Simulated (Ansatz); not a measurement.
Li2TaO3

```
Li Ta O
1.0
     2.16426   -2.16433    0.00000
     2.16426    2.16433    0.00000
     0.00000    0.00000   12.36445
Li Ta O
4 2 6
Direct
  0.00000 0.00000 0.31488
  0.50000 0.50000 0.81488
  0.50000 0.50000 0.18512
  0.00000 0.00000 0.68512
  0.00000 0.00000 0.00000
  0.50000 0.50000 0.50000
  0.50000 0.50000 0.00000
  0.00000 0.00000 0.50000
  0.50000 0.50000 0.34385
  0.00000 0.00000 0.84385
  0.00000 0.00000 0.15615
  0.50000 0.50000 0.65615
```

Space group I4/mmm; a structure generated by program, which may or may not match a known phase; computed without spin polarisation.

Theory: DFT PBE, scalar-relativistic, plane waves, PAW in Ansatz 0.2.0.

Core electrons are frozen (PAW), and the valence fields are smoothed inside the atomic spheres.

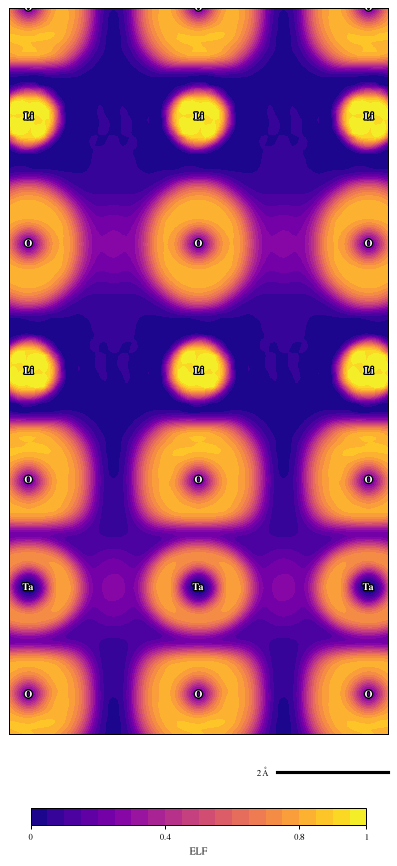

Figure 1. ELF on the (010) plane of the conventional cell.

### Read the bonding off the picture.

- The plane passes through Li, Ta and O nuclei.
- Ta–O (1.93 Å): the ELF peaks at about 0.80 in the valence shell of O, 0.6 Å from its nucleus, and drops to about 0.20 between the two atoms: no localised pair shows between them.
- Li–O (1.96 Å): the ELF peaks at about 0.85 in the valence shell of O, 0.8 Å from its nucleus, and is about 0.55 at the midpoint.
- Ta–Ta (3.06 Å): the ELF is about 0.25 at the midpoint: no shared electron pair shows on this line.
- The features right at Li and Ta lie inside the PAW spheres, where the map follows smoothed inner orbitals and isn't to be read closely.

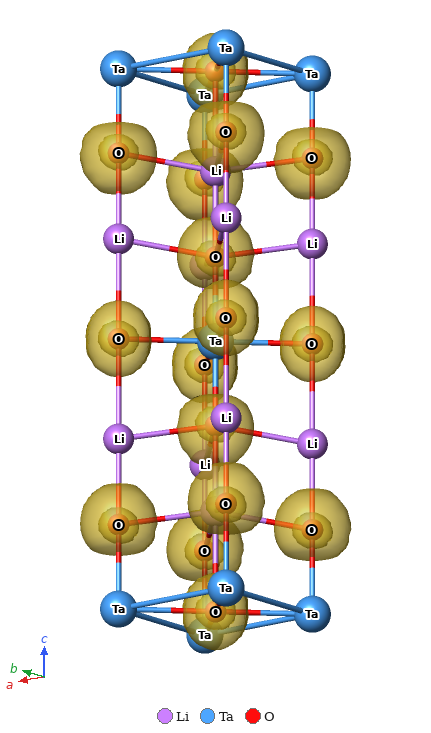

Figure 2. Isosurface of the electron localisation function at 0.75 (yellow), seen at an oblique angle. Core shells and regions of very low density are left out. Sticks mark near contacts.

### Identify the bonds, lone pairs and shells in this picture.

The surface consists of six regions wrapped around O (the valence shell of each), counted in one cell of 12 atoms. Regions shared between cells count once.

### Does the calculation make it a metal, or give it a gap?

It is metallic or semimetallic at this level of theory: no gap opens; semilocal functionals without U, or without the true magnetic order, often close the gap of such compounds.
